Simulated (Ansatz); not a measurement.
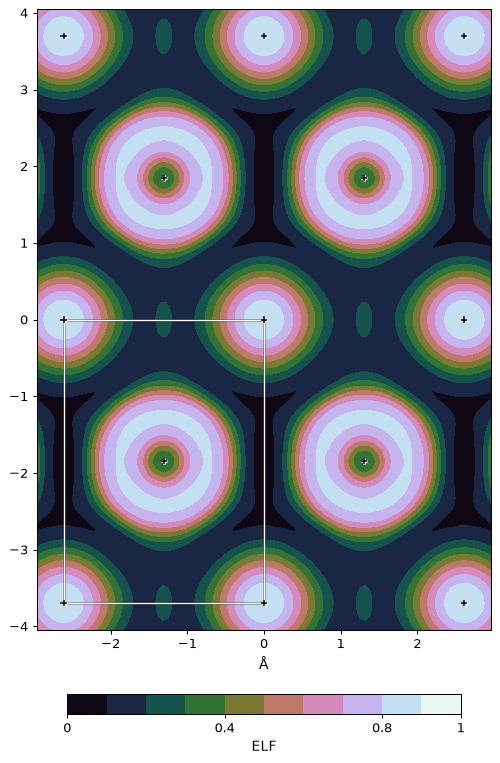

The electron localisation function on a plane through atoms (crosses mark nuclei in the plane).

Computed with Kohn-Sham DFT of a periodic cell, PBE, Ansatz PAW in Ansatz.

Candidates:
A. AlO, a = 2.79 Å, b = 2.79 Å, c = 2.79 Å, α = 90.00°, β = 90.00°, γ = 90.00°. Space group Pm-3m; a generated structure, not necessarily the stable one; computed pressure about −2 GPa in this cell.
B. FeO, a = 2.61 Å, b = 2.61 Å, c = 2.61 Å, α = 90.00°, β = 90.00°, γ = 90.00°. Space group Pm-3m; a generated structure, not necessarily the stable one; built by placing these elements on a known structure type; computed pressure about −17 GPa in this cell.

### Which system is this?

Candidate B: FeO on the (011) plane of the conventional cell, which holds Fe and O. Fe–O (2.26 Å): the ELF is about 0.15 at the midpoint: no shared electron pair shows on this line.
